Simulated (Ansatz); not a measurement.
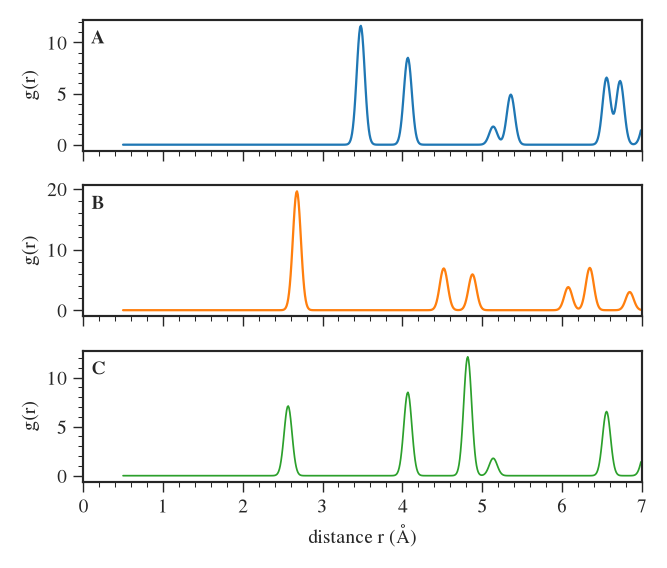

Calculated partial radial distribution functions of WSe, each distance broadened by a Gaussian of σ = 0.05 Å. Basis of the simulation: the geometry relaxed with DFT PBE, scalar-relativistic, plane waves, PAW (Ansatz); the starting structure was generated, so it need not be a known form of this composition.

```
W Se
1.0
     4.07301    0.00000    0.00000
    -2.03651    3.52733    0.00000
     0.00000    0.00000    5.14383
W Se
2 2
Direct
  0.00000 0.00000 0.00000
  0.00000 0.00000 0.50000
  0.33333 0.66667 0.25000
  0.66667 0.33333 0.75000
```

Question: Which pair of elements belongs to which panel?

Answer: panel A is Se–Se (first distance 3.48 Å); panel B is W–Se (first distance 2.68 Å); panel C is W–W (first distance 2.57 Å).

Question: Give the first two coordination shells of each pair (distances closer than 0.12 Å counted as one shell; neighbours averaged over all atoms of the first element).

Answer:
```tsv
pair	first shell (Å)	neighbours in it	second shell (Å)	neighbours in the second
Se–Se	3.48	6 Se per Se	4.07	6
W–Se	2.68	6 Se per W	4.52	6
W–W	2.57	2 W per W	4.07	6
```
